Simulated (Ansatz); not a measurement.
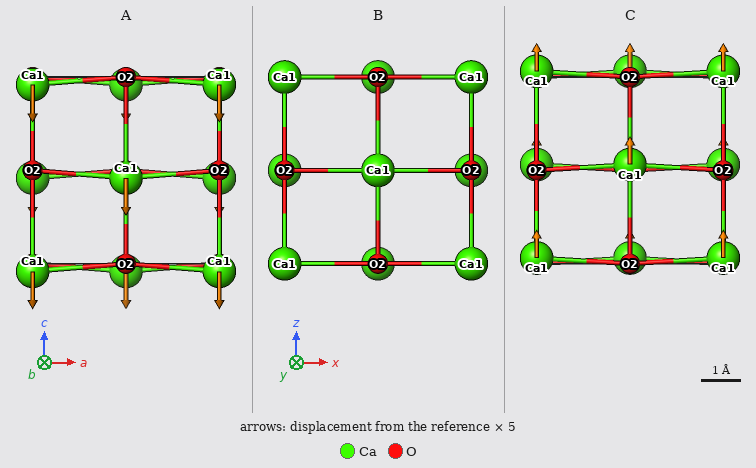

Frames of a one-coordinate scan of solid CaO (Fm-3m). Style: ball-and-stick. Shown: the conventional cell (4 times the calculation's cell), along the b axis. Orange arrows: displacements from the reference. Lengths and directions refer to the drawn axes.

The calculation used Ansatz 0.2.0, DFT PBE, scalar-relativistic, plane waves, PAW. (plane-wave cutoff 420 eV; k-point mesh 8 × 8 × 8; occupations gaussian; smearing width 0.05 eV; no spin polarisation). Energies (free energies at the smearing named) are counted from the cell as listed in its source, which wasn't relaxed.

Q: What is being scanned?

A: The whole Ca sublattice is shifted rigidly, along Cartesian [0 0 1], all else fixed. In the frames the displacement is −0.20 Å (A), 0.00 Å (B), 0.15 Å (C). Their energies are 49.5 meV/cell, 0.0 meV/cell, 26.2 meV/cell.
